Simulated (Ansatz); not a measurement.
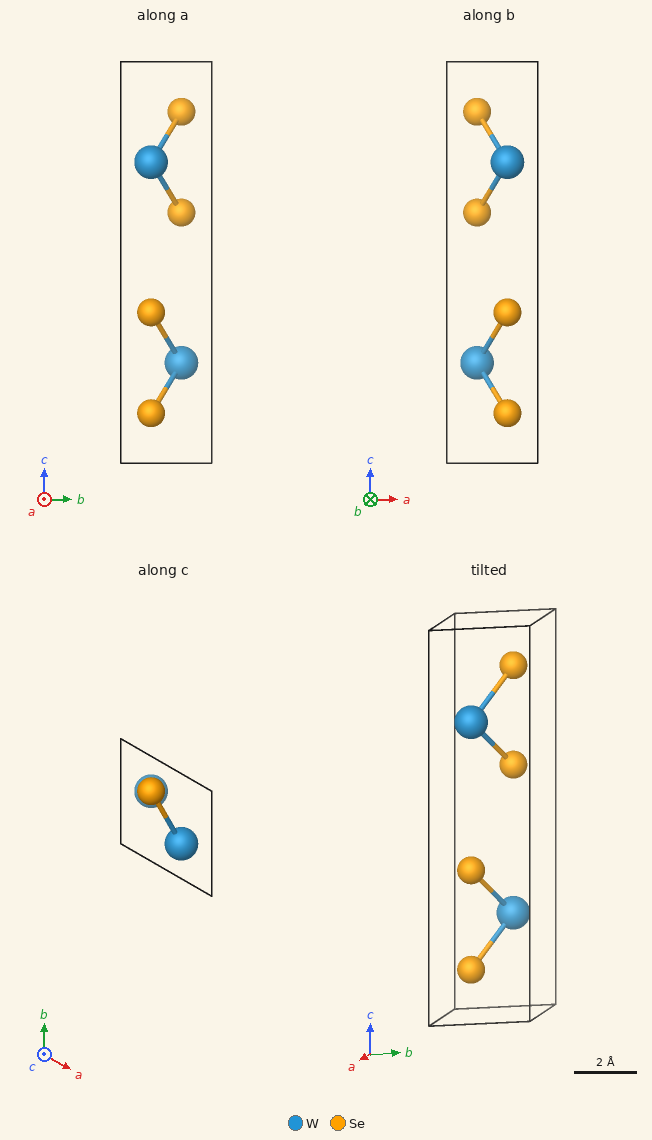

Crystal structure, ball-and-stick style, seen along the a axis, along the b axis, along the c axis and slightly off an axis. Atoms at the boundary of the conventional unit cell (the box) are drawn once for each face, edge or corner they touch.

Lattice parameters: a = 3.399 Å, b = 3.399 Å, c = 12.986 Å, α = 90.00°, β = 90.00°, γ = 120.00°.

Reconstruct the structure as a table of Wyckoff sites.

Space group P6_3/mmc (No. 194).
```csv
atom,site,x,y,z
W,2c,0.3333,0.6667,0.2500
Se,4f,0.6667,0.3333,0.3756
```

Source of the structure: a structure type filled with these elements by a generator (whether the compound takes this form wasn't checked). The cell was then strained or its atoms displaced on purpose. It was run through Ansatz as a DFT input.
